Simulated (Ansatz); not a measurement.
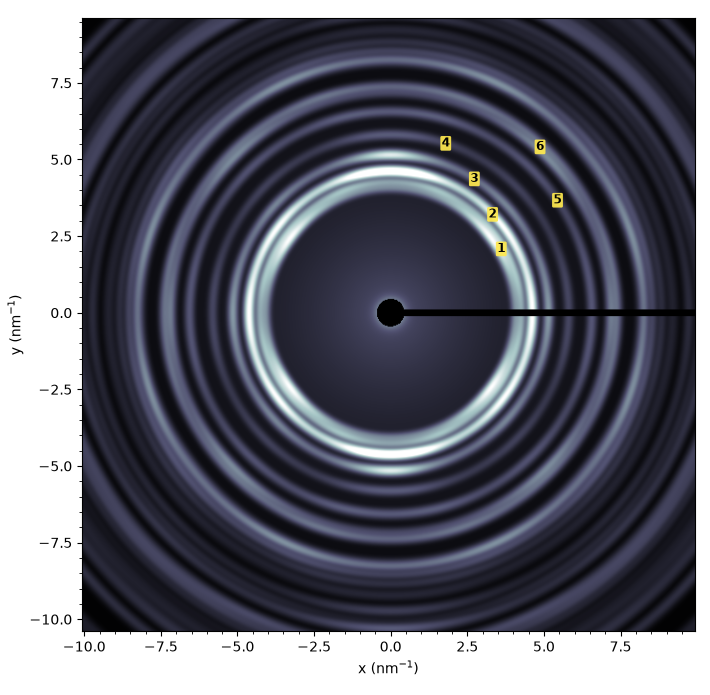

Simulated electron diffraction rings at 200 kV (λ = 0.0251 Å), scale in nm⁻¹ (radius = 1/d), for a sample with fibre texture (March–Dollase model, fibre axis vertical in the picture). Kinematic intensities with B = 1.0 Å² for all atoms, without multiple scattering; brightness goes as intensity to the power 0.4, clipped at the top. Reflections closer than the ring width show as one ring.

The sample is W, space group P6_3/mmc, a = 2.784 Å, b = 2.784 Å, c = 9.825 Å, α = 90.00°, β = 90.00°, γ = 120.00°. Basis of the simulation: the end point of a relaxation with Ansatz, DFT PBE, scalar-relativistic, plane waves, PAW; the starting structure was generated, so it need not be a known form of this composition.

Measure the numbered rings and index them.

| ring | radius | d (Å) | hkl |
| --- | --- | --- | --- |
| 1 | 4.17 nm⁻¹ | 2.46 + 2.41 + 2.34 | 004 + 100 + 101 |
| 2 | 4.62 nm⁻¹ | 2.16 | 102 |
| 3 | 5.15 nm⁻¹ | 1.942 | 103 |
| 4 | 5.81 nm⁻¹ | 1.721 | 104 |
| 5 | 6.56 nm⁻¹ | 1.523 | 105 |
| 6 | 7.28 nm⁻¹ | 1.392 + 1.355 | 110 + 106 |

Which lattice planes lie preferentially normal to the fibre axis?

The (1 0 3) planes: ring 3 is concentrated at the top and bottom of the pattern (March parameter 0.35).
